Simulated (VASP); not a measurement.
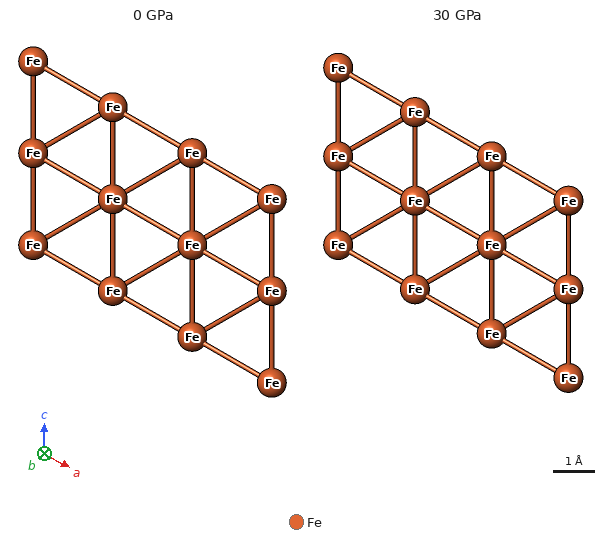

A crystal of Fe (set up in Im-3m), relaxed (cell and atoms) at several target pressures. The picture shows the first and the last member. The picture is a ball-and-stick view of the cell of the calculation, repeated 3 × 1 × 2 with one cell outlined, seen along the b axis.

Computed with VASP 6.6.1: PBEsol, VASP PAW PBE potentials, recommended. Set-up: plane-wave cutoff 600 eV; k-point mesh 10 × 10 × 10; occupations fermi-dirac; smearing width 0.05 eV; collinear spin.

```tsv
pressure (GPa)	volume (Å³/atom)	a (Å)
0	10.833	2.414
2	10.748	2.408
5	10.617	2.398
10	?	?
20	10.036	2.354
30	9.735	2.330
```

Question: Fill in the missing row.

Answer: Murnaghan's form V = V₀(1 + B′P/B₀)^(−1/B′), with V₀ = 10.833 Å³ from the row at zero pressure, fits the other rows with B₀ = 233 GPa and B′ = 3.34 (largest miss 0.010 Å³). At 10 GPa it gives 10.833 × (1 + 3.34 × 10/233)^(−1/3.34) = 10.407 Å³ per atom. The calculation gives 10.410 Å³/atom (a = 2.382 Å). The estimate is 0.003 Å³/atom too low. From the first member to the last: Fe–Fe 2.414 → 2.330 Å.

The whole series:

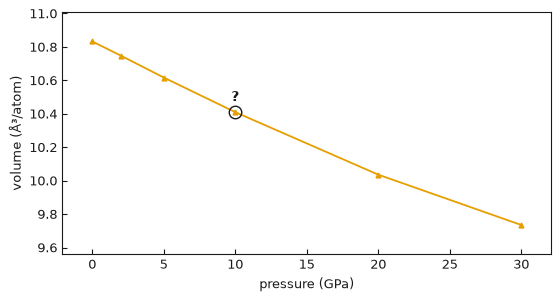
